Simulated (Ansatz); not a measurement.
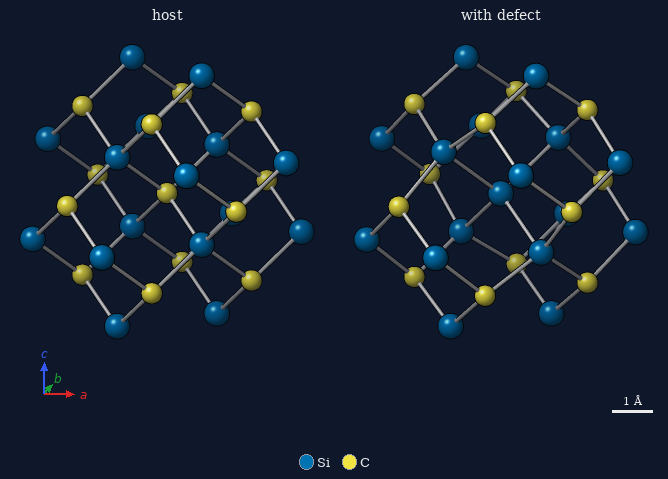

Left: perfect SiC. Right: the same region with one point defect, after relaxing the atoms in a supercell of 64 sites. The picture is a ball-and-stick view of the atoms within 3.8 Å of one point, seen slightly off an axis.

All numbers below come from Ansatz, DFT, PBEsol, PAW, plane waves. (plane-wave cutoff 420 eV; k-point mesh 1 × 1 × 1; mesh shifted by (0.25, 0.25, 0.25); collinear spin) Fermi-Dirac smearing of 0.01 eV. A uniform background neutralises the charged cell. The axes drawn are those of the host's conventional cell.

Which defect is it?

A carbon atom is replaced by silicon.

The charge state of the cell is −2.

What does the relaxation do around it?

In the host the C atom has 4 Si at 1.89 Å; the Si atom ends with 4 Si at 2.17 Å. Of the host's atoms, a silicon atom moves furthest from its site, by 0.29 Å. The cell ends without a net magnetic moment.

Limits of the set-up: the cell is charged, on a uniform background, and energies carry no finite-size correction.
